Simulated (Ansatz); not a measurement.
**SiO2 (P3_121):V_O, thermodynamic levels from a 72-atom cell**

Aim: at which Fermi levels does V_O in SiO2 (P3_121) change its charge? The model is a cell of 72 host atoms with 1 O taken out.

Method: place-levels on r2SCAN runs: charge-transition levels and formation energies with image-charge correction and potential alignment at the atomic sites; PAW set soft_1, in Ansatz 0.2.0.

### 1. The starting structure

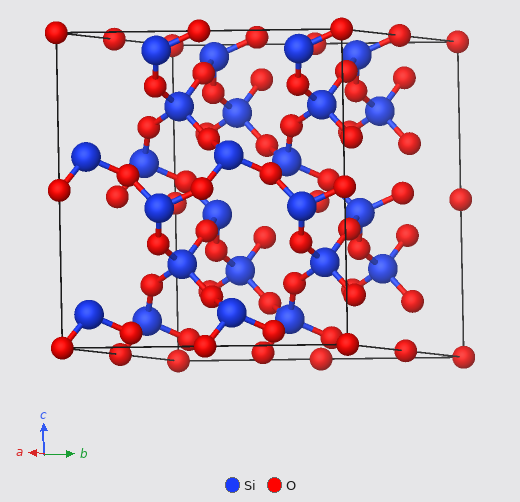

Start, viewed slightly off an axis; silicon blue, oxygen red. Bonds to atoms that aren't drawn are left out. Some periodic images of atoms are drawn too.

The cell holds 71 atoms: 24 Si and 47 O. Cell: a = 9.842 Å, b = 9.842 Å, c = 10.833 Å, α = 90.0°, β = 90.0°, γ = 120.0°. It derives from SiO2 (space group P3_121). Nearest the centre at fractional (0.293, 0.428, 0.559): Si10 at 1.61 Å, Si29 at 1.62 Å, O15 at 2.62 Å, O33 at 2.62 Å, O9 at 2.62 Å, O34 at 2.64 Å, O4 at 2.65 Å, O14 at 2.65 Å.

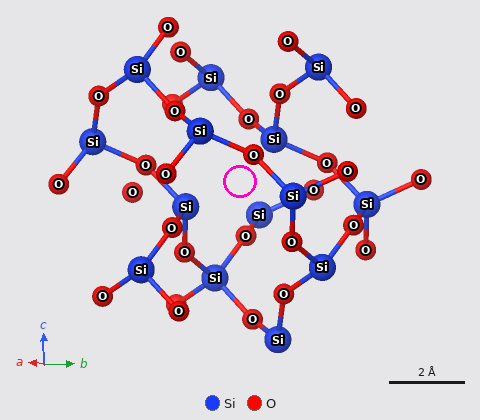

The atoms within 5 Å of the centre. A ring marks the centre wherever it is empty. Bonds to atoms that aren't drawn are left out.

The host's dielectric constants go in as inputs: (2.49, 2.49, 2.52) for the electrons alone, (4.64, 4.64, 4.86) with the ions, computed on the host (DFPT, PBEsol, on the r2SCAN cell), and a cell off the functional's own equilibrium shifts the ionic part.

The cell's shortest repeat is 9.8 Å.

### 2. Charge states

Levels follow from differences of total energies between charge states, each relaxed by itself.

Each atom starts 0.05 Å or so off its site in a random direction. Forces are taken at one point at (¼, ¼, ¼). The cell holds 1 electron more than the neutral one, with a uniform background that keeps it neutral on the whole. The electron count is odd, so at least one spin is unpaired; this run locks the moment at 1 μB.

The sampling was tested on the host first: at the k-points planned (1x1x1 shifted 0.25 0.25 0.25) its energy lies 0.000 eV an atom from the dense-mesh value, under the bound of 0.02 eV set for this test; that bounds the host's error, not the defect's.

One state's input; the others differ in charge, spin, start and seed, and in occupations where the table says so.

qm1_M1.relax/input.yaml

```yaml
crystal:
  lattice:
    - [9.84220413, 0.0, 0.0]
    - [-4.92110207, 8.52359881, 0.0]
    - [0.0, 0.0, 10.83306953]
  atoms:
    - { symbol: Si, position: [0.26551436, 0.26551436, 0.0] }
    - { symbol: Si, position: [0.0, 0.23448564, 0.33333333] }
[... 1 atom line left out ...]
    - { symbol: O, position: [0.13451903, 0.2066065, 0.39229212] }
[... 4 atom lines left out ...]
    - { symbol: O, position: [0.42791253, 0.2933935, 0.44104122] }
    - { symbol: Si, position: [0.26551436, 0.26551436, 0.5] }
    - { symbol: Si, position: [0.0, 0.23448564, 0.83333333] }
[... 1 atom line left out ...]
    - { symbol: O, position: [0.13451903, 0.2066065, 0.89229212] }
    - { symbol: O, position: [0.07208747, 0.36548097, 0.72562545] }
    - { symbol: O, position: [0.2066065, 0.13451903, 0.60770788] }
[... 9 atom lines left out ...]
    - { symbol: O, position: [0.36548097, 0.57208747, 0.27437455] }
    - { symbol: O, position: [0.42791253, 0.7933935, 0.44104122] }
    - { symbol: Si, position: [0.26551436, 0.76551436, 0.5] }
[... 1 atom line left out ...]
    - { symbol: Si, position: [0.23448564, 0.5, 0.66666667] }
[... 3 atom lines left out ...]
    - { symbol: O, position: [0.2066065, 0.63451903, 0.60770788] }
    - { symbol: O, position: [0.36548097, 0.57208747, 0.77437455] }
[... 9 atom lines left out ...]
    - { symbol: O, position: [0.92791253, 0.2933935, 0.44104122] }
[... 5 atom lines left out ...]
    - { symbol: O, position: [0.57208747, 0.36548097, 0.72562545] }
[... 4 atom lines left out ...]
    - { symbol: Si, position: [0.5, 0.73448564, 0.33333333] }
[... 1 atom line left out ...]
    - { symbol: O, position: [0.63451903, 0.7066065, 0.39229212] }
[... 6 atom lines left out ...]
    - { symbol: Si, position: [0.5, 0.73448564, 0.83333333] }
[... 4 atom lines left out ...]
    - { symbol: O, position: [0.7066065, 0.63451903, 0.60770788] }
[... 1 atom line left out ...]
    - { symbol: O, position: [0.92791253, 0.7933935, 0.94104122] }
  host:
    repeats: [2, 2, 2]
    atoms:
      - { symbol: Si, position: [0.53102872, 0.53102872, 0.0] }
      - { symbol: Si, position: [0.0, 0.46897128, 0.66666667] }
      # ... 7 more atoms of the perfect host
total_charge: -1
basis:
  ecutwfc: 500
  xc_grid: 2
hamiltonian:
  xc: r2scan
  pseudopotentials: { kind: paw, azcp: { folder: soft_1 } }
kpoints:
  mp_grid: { grid: [1, 1, 1], shift: [0.25, 0.25, 0.25] }
magnetization:
  spin_polarized: true
  initial_magnetization: 1
  spin_locking: { lock_magnetization: hard }
scf:
  occupations: { method: fixed }
  max_iter: 80
output:
  forces: true
  charged_corrections:
    epsilon: [2.49, 2.49, 2.52]
    static_epsilon: [4.64, 4.64, 4.86]
    defect_position: [0.293394, 0.427913, 0.558959]
relax:
  f_tol: 0.02
  max_steps: 80
  random_displacement: { amplitude: 0.05, seed: 6546 }
checkpoint:
  write: "../qm1_M1.relax.run"
  compress: false
  write_wavefunctions: true
  write_every: 100000
```

Command:

```
$ ansatz run input.yaml --threads 8 --pin off --max-ram 22609MiB --backend cpu --events-out ev --progress --plain --runs-dir out
```

Defect states can disperse in a cell of this size, so the energy is taken again at a 2×2×2 shifted mesh, on the relaxed structure.

The run of this state that the levels use, under r2SCAN:

qm1_M1.point/input.yaml

```yaml
crystal:
  checkpoint: "../qm1_M1.relax.run"
  host: checkpoint
total_charge: -1
basis:
  ecutwfc: 500
  xc_grid: 2
hamiltonian:
  xc: r2scan
  pseudopotentials: { kind: paw, azcp: { folder: soft_1 } }
kpoints:
  mp_grid: { grid: [2, 2, 2], shift: [0.5, 0.5, 0.5] }
magnetization:
  spin_polarized: true
  initial_magnetization: 1
  spin_locking: { lock_magnetization: hard }
scf:
  occupations: { method: fermi_dirac, width: 0.01 }
  max_iter: 80
output:
  forces: true
  eigenvalues: true
  charged_corrections:
    epsilon: [2.49, 2.49, 2.52]
    static_epsilon: [4.64, 4.64, 4.86]
    defect_position: [0.293394, 0.427913, 0.558959]
  eigenstates: { localisation: true }
  populations: true
  efg: {}
checkpoint:
  read: "../qm1_M1.relax.run"
  write: "../qm1_M1.point.run"
  compress: false
  write_wavefunctions: false
  write_every: 100000
```

Relaxations under r2SCAN at one point at (¼, ¼, ¼); times on 8 threads of Arm Neoverse V2, shared host:

```tsv
charge	moment (μB)	occupations	outcome	steps	largest displacement against the far atoms (Å)	time
−1	1	fixed	converged	15	0.58	6 min
0	0	fixed	converged	7	0.56	74 s
+1	1	fixed	converged	8	0.40	3.2 min
+2	0	fixed	converged	13	1.42	2.3 min
```

Single points under r2SCAN at a 2×2×2 shifted mesh; times on 8 threads of Arm Neoverse V2, shared host:

```tsv
charge	moment (μB)	occupations	outcome	time
−1	1	fermi-dirac	converged	2.6 min
0	0	fermi-dirac	converged	61 s
+1	1	fermi-dirac	converged	2.4 min
+2	0	fermi-dirac	converged	75 s
```

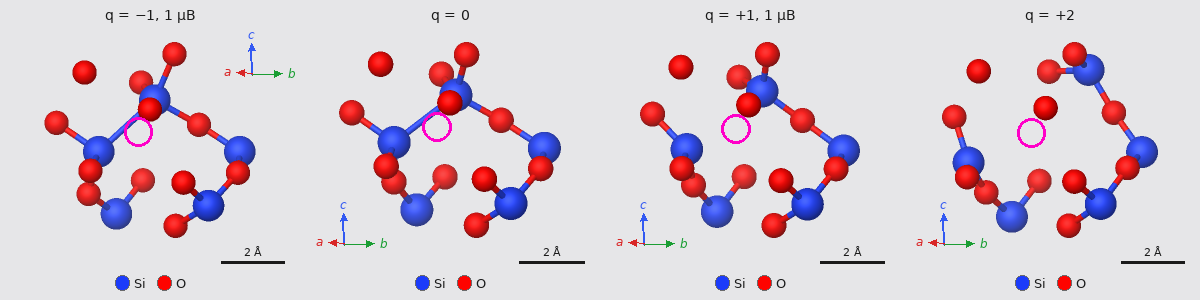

The structures near the centre after relaxation with r2SCAN, by charge. A ring marks the centre wherever it is empty. Bonds to atoms that aren't drawn are left out.

Distances (Å) from the ideal centre to the nearest atoms after relaxation with r2SCAN:

```tsv
charge	moment (μB)	1.	2.	3.	4.	5.	6.
−1	1	Si 1.23	Si 1.44	O 2.11	O 2.38	O 2.50	O 2.70
0	0	Si 1.26	Si 1.41	O 2.14	O 2.41	O 2.44	O 2.45
+1	1	Si 1.59	Si 1.66	O 2.29	O 2.49	O 2.52	O 2.57
+2	0	Si 2.22	O 2.57	O 2.67	O 2.82	O 2.89	O 2.95
```

### 3. Levels against the band edges, r2SCAN

A charged cell interacts with its images and the background, and its potential has another zero than the host's. place-levels removes the first by a point-charge model, screened by the static dielectric constant since the ions have relaxed around the charge, and the second by comparing potentials at atoms far from the defect.

The host is a run of the defect-free crystal in the same cutoffs, grids and k-points, so that basis and sampling errors cancel in part in the differences. The host is run in a cell of 9 atoms on a matching mesh. Its band edges are searched through the zone by a band path, so the gap is smaller than, or equal to, that on the mesh. Chemical potentials are energies per atom of O (O2 molecule), run with the same functional and cutoff.

levels.point.yaml

```yaml
host:
  run: host.point.run
states: [qm1_M1.point.run, q0.point.run, qp1_M1.point.run, qp2.point.run]
geometry_from:
  qm1_M1.point.run: qm1_M1.relax.run
  q0.point.run: q0.relax.run
  qp1_M1.point.run: qp1_M1.relax.run
  qp2.point.run: qp2.relax.run
  host.point.run: host.relax.run
chemical_potentials:
  O:
    energy: -565.989614
    dataset: <sha256 of the dataset>
epsilon: [2.49, 2.49, 2.52]
static_epsilon: [4.64, 4.64, 4.86]
vertical:
  - { from: qm1_M1.point.run, to: qm1_M1.point_neutral.run }
  - { from: qp1_M1.point.run, to: qp1_M1.point_neutral.run }
  - { from: qp2.point.run, to: qp2.point_neutral.run }
```

Command:

```
$ ansatz place-levels levels.point.yaml -- --threads 8 --pin off --max-ram 22609MiB
```

Numbers of over 12 decimals in the logs are rounded to 6 here.

The program printed:

```text
[... repeated set-up lines and file paths are left out, and long positions are rounded to six places ...]
(+2/+1) 2.744 eV above the valence edge, 3.858 eV under the conduction edge; not on the lower envelope
(+1/0) 0.803 eV above the valence edge, 5.799 eV under the conduction edge; not on the lower envelope
(0/-1) 6.765 eV above the valence edge, in the conduction band
(+2/0) 1.773 eV above the valence edge, 4.828 eV under the conduction edge: charges between them are lowest nowhere
formation energy of charge +2: +2.137 eV with the Fermi level at the valence edge
formation energy of charge +1: +4.881 eV with the Fermi level at the valence edge
formation energy of charge 0: +5.684 eV with the Fermi level at the valence edge
formation energy of charge -1: +12.449 eV with the Fermi level at the valence edge
vertical -1 to 0: no energy, since no alignment is typed
  the change from vertical[0].from (qm1_M1.point.run) to vertical[0].to (qm1_M1.point_neutral.run): by its potential at epsilon [2.49, 2.49, 2.52] it stands at 0.269 0.390 0.594, with an rms radius of about 1.8 Å (0.7 1.0 1.3 Å across the planes of the cell's [...]
vertical +1 to 0: no energy, since no alignment is typed
  the change from vertical[1].from (qp1_M1.point.run) to vertical[1].to (qp1_M1.point_neutral.run): by its potential at epsilon [2.49, 2.49, 2.52] it stands at 0.260 0.376 0.583, with an rms radius of about 1.2 Å (0.1 0.9 0.8 Å across the planes of the cell's [...]
vertical +2 to 0: no energy, since no alignment is typed
  the change from vertical[2].from (qp2.point.run) to vertical[2].to (qp2.point_neutral.run): by its potential at epsilon [2.49, 2.49, 2.52] it stands at 0.241 0.244 0.514, with an rms radius of about 3.4 Å (1.3 2.1 2.2 Å across the planes of the cell's [...]
  edges by r2scan, gap 6.602 eV; the host is sampled to repeats of 19.68 Å
  the defect's cells are sampled to repeats of 19.68 Å, like sampling
  charge +2: -42158.2964 eV with its correction of +1.003 eV, at epsilon [4.64, 4.64, 4.86], aligned at sites: -0.3944 eV, mean over 36 atomic sites at or beyond 4.92 Å from the defect at [0.2934, 0.4279, 0.5590], with +0.022322 for the charge's moments and [...]
  charge +1: -42153.5422 eV with its correction of +0.318 eV, at epsilon [4.64, 4.64, 4.86], aligned at sites: -0.1301 eV, mean over 36 atomic sites at or beyond 4.92 Å from the defect at [0.2934, 0.4279, 0.5590], with +0.000892 for the charge's moments and [...]
  charge 0: +0.000 eV for its dipole among its images, +0.000 omitted
  charge -1: -42141.9540 eV with its correction of +0.472 eV, at epsilon [4.64, 4.64, 4.86], aligned at sites: -0.0240 eV, mean over 36 atomic sites at or beyond 4.92 Å from the defect at [0.2934, 0.4279, 0.5590], with -0.001118 for the charge's moments and [...]
  of states[3] (qp2.point.run): it parts from the run at its places by a charge that spreads by about 2.1 Å along one vector (1.5 Å or more is wide), by its potential at epsilon [2.49, 2.49, 2.52], taken for that of held ions (one typed too small widens it), [...]
  of states[2] (qp1_M1.point.run): its displacements don't fall off away from the defect: farther atoms stand 0.039 Å off the host's places. [...]
  of states[1] (q0.point.run): its displacements don't fall off away from the defect: farther atoms stand 0.052 Å off the host's places. [...]
  of states[0] (qm1_M1.point.run): its displacements don't fall off away from the defect: farther atoms stand 0.062 Å off the host's places. [...]
  of vertical[0].from (qm1_M1.point.run): its displacements don't fall off away from the defect: farther atoms stand 0.062 Å off the host's places. [...]
  of vertical[0].to (qm1_M1.point_neutral.run): its displacements don't fall off away from the defect: farther atoms stand 0.062 Å off the host's places. [...]
  of vertical[1].from (qp1_M1.point.run): its displacements don't fall off away from the defect: farther atoms stand 0.039 Å off the host's places. [...]
  of vertical[1].to (qp1_M1.point_neutral.run): its displacements don't fall off away from the defect: farther atoms stand 0.039 Å off the host's places. [...]
  of vertical[2].from (qp2.point.run): it parts from the run at its places by a charge that spreads by about 2.1 Å along one vector (1.5 Å or more is wide), by its potential at epsilon [2.49, 2.49, 2.52], taken for that of held ions (one typed too small [...]
```

Elapsed: 0.58 s, on 8 threads of Arm Neoverse V2, shared host.

Levels between the charges placed, in eV above the valence top:

```tsv
	gap (eV)	(+2/+1)	(+1/0)	(0/−1)
r2SCAN	6.60	2.74	0.80	6.77
```

Corrections by state:

```tsv
charge	moment (μB)	image terms and alignment (eV)	band filling (eV)	ε used	over the lowest of its charge, as the program ranks them, band filling apart (eV)
+2	0.0	1.003	-	principal values (4.64, 4.64, 4.86)	0.000
+1	1.0	0.318	-	principal values (4.64, 4.64, 4.86)	0.000
0	0.0	0.000	-	-	0.000
−1	1.0	0.472	-	principal values (4.64, 4.64, 4.86)	0.000
```

The charged structures listed were also run neutral, and place-levels reads from each pair, by the potential or the spins, how wide the charge is by which they differ; that can be the carrier of either run.

```tsv
charge	rms radius (Å)	spread where it is widest against the cell (Å)	wide from (Å)	reading
+2	3.4	2.13	1.48	wide
+1	1.2	0.92	1.48	narrow
−1	1.8	1.05	1.48	narrow
```

The neutral runs of these pairs need not share the spin of the lowest neutral state, and very wide values only mean spread over the cell.

From the program's caveats on the states, each cut to its opening words:

- charge +2: it parts from the run at its places by a charge that spreads by about 2.1 Å along one vector (1.5 Å or more is wide), by its potential at epsilon [2.49, 2.49, [...]
- charge +2: its alignment with the host at atomic sites is doubtful: a part of the defect, Si at [0.1949, 0.5782, 0.7482], stands 2.96 Å off the defect's place or the [...]
- charge +2: its alignment with the host at atomic sites is doubtful: the mean over the far sites moves by +0.1194 eV from their farther parts to their nearer, more than [...]
- charge +2: the far atoms show a dipole or second moment of the defect's charge, for which the correction takes or leaves out 0.728 eV: further moments aren't read, and [...]
- charge +1 (1 μB): its displacements don't fall off away from the defect: farther atoms stand 0.039 Å off the host's places
- charge +1 (1 μB), −1 (1 μB): flagged: stability check not made
- charge 0: its displacements don't fall off away from the defect: farther atoms stand 0.052 Å off the host's places
- charge −1 (1 μB): its displacements don't fall off away from the defect: farther atoms stand 0.062 Å off the host's places

The host's formation energy from the elements is -3.018 eV per atom; it sets how far the chemical potentials can move.

Limit set by the element alone; other compounds of these elements are not counted. Chemical potentials from the elements' reference states: O 0.00 eV, Si -9.06 eV. Formation energies (O-rich), with the Fermi level at the valence top and at the conduction bottom (gap 6.60 eV):

```tsv
charge	at valence top (eV)	at conduction bottom (eV)	correction included (eV)
+2	2.14	15.34	1.00
+1	4.88	11.48	0.32
0	5.68	5.68	0.00
−1	12.45	5.85	0.47
```

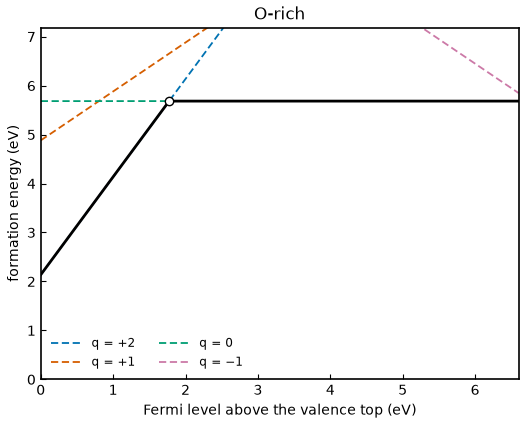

Formation energy against Fermi level; the thick line follows the lowest charge state and circles mark the transition levels.

Limit set by the element alone; other compounds of these elements are not counted. Chemical potentials from the elements' reference states: Si 0.00 eV, O -4.53 eV. Formation energy by charge state (Si-rich; gap 6.60 eV):

```tsv
charge	at valence top (eV)	at conduction bottom (eV)	correction included (eV)
+2	-2.39	10.81	1.00
+1	0.35	6.96	0.32
0	1.16	1.16	0.00
−1	7.92	1.32	0.47
```

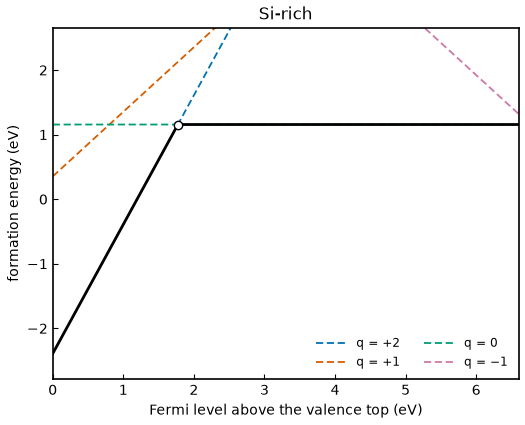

Formation energy against Fermi level; the thick line follows the lowest charge state and circles mark the transition levels.

The charge transition levels (eV, zero at the valence-band top of the host):

```tsv
	conduction bottom	valence top
V_O	6.60	0.00
```

```tsv
	level	energy (eV)
V_O	(+2/0)	1.77
V_O	(0/−1)	6.77
```

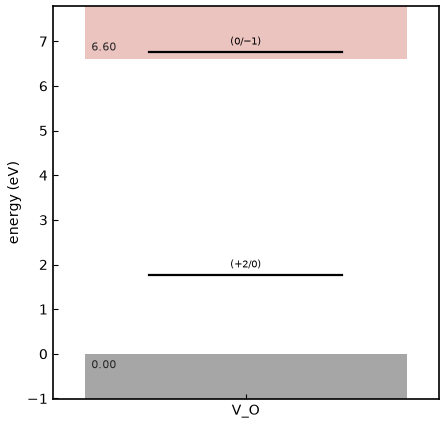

Charge transition levels. Shaded: valence and conduction bands.

### 4. The same at the relaxations' own k-points

The relaxations' own energies give the levels at their sampling, for comparison.

levels.relax_mesh.yaml

```yaml
host:
  run: host.relax.run
states: [qm1_M1.relax.run, q0.relax.run, qp1_M1.relax.run, qp2.relax.run]
chemical_potentials:
  O:
    energy: -565.989614
    dataset: <sha256 of the dataset>
```

Command:

```
$ ansatz place-levels levels.relax_mesh.yaml -- --threads 8 --pin off --max-ram 22609MiB
```

The program printed:

```text
[...]
(0/-1) 6.758 eV above the valence edge, in the conduction band
[...]
formation energy of charge +2: +2.139 eV with the Fermi level at the valence edge
formation energy of charge +1: +4.880 eV with the Fermi level at the valence edge
formation energy of charge 0: +5.685 eV with the Fermi level at the valence edge
formation energy of charge -1: +12.443 eV with the Fermi level at the valence edge
  edges by r2scan, gap 6.602 eV; the host is sampled to repeats of 14.64 Å
[... the lines on each state left out ...]
```

Elapsed: 0.15 s, on 8 threads.

Levels between neighbouring charges, in eV above the valence top:

```tsv
	gap (eV)	(+2/+1)	(+1/0)	(0/−1)
one point at (¼, ¼, ¼)	6.60	2.74	0.81	6.76
a 2×2×2 shifted mesh	6.60	2.74	0.80	6.77
```

Going from one point at (¼, ¼, ¼) to a 2×2×2 shifted mesh moves the levels that carry no band-filling term by up to 0.01 eV and formation energies against the elements by up to 0.01 eV.

### 5. Summary of results

| Property | Result |
| --- | --- |
| gap of the host | 6.60 eV (r2SCAN) |
| level (plus 2/plus 1) | 2.74 eV above the valence top, not a change between lowest states |
| level (plus 1/0) | 0.80 eV above the valence top, not a change between lowest states |
| level (0/minus 1) | 6.77 eV above the valence top, past the conduction bottom |
| level (plus 2/0) | 1.77 eV above the valence top |
| lowest of the charges placed, just above the valence top (0.02 eV) | +2 |
| lowest of the charges placed, just below the conduction bottom (0.02 eV) | 0 |
| lowest formation energy at mid-gap of the charges run, O-rich | 5.68 eV |
| lowest formation energy at mid-gap of the charges run, Si-rich | 1.16 eV |

**Reading.** Of the charges placed (−1, 0, +1 and +2), the lowest changes at 1.77 eV (+2/0) above the valence top, in a gap of 6.60 eV. (+2/0) passes over charge +1, which lies 0.97 eV above the two there; a lower structure or spin state of it, if missed, would change that. Charges above +2 were not placed, so these runs say nothing of levels that involve them. States placed: +2 at 0 μB; +1 at 1 μB; 0 at 0 μB; −1 at 1 μB. Other spin states or structures, where not listed, weren't placed. Going from one point at (¼, ¼, ¼) to a 2×2×2 shifted mesh moves the levels that carry no band-filling term by up to 0.01 eV and formation energies against the elements by up to 0.01 eV. The program doubts the alignment of potentials for at least one state, a sign that the cell is small. Keep in mind: r2SCAN makes the gap too small and tends to spread out bound carriers; where a gas molecule sets a chemical potential or the host's formation energy, its binding is uncorrected.

[Logs are printed without paths, hosts, clocks, repeated set-up lines and the standing remarks that a program may print on its own settings, such as how far it seeks lower states.]

[Hosts, paths, dates, database ids (printed as entryN), source tags and the programs' standing remarks are cut or masked in the printed files.]

[Where a table of states has a column of steps, it counts the stored structures, which are thinned; the runs took as many ionic steps or more.]

[A defect's name tells the site on which it was built; relaxed atoms can leave that site.]

[For some hosts the program warned that the k-mesh of the response run may be too coarse for force constants and the static dielectric constant; such warnings are not shown here.]
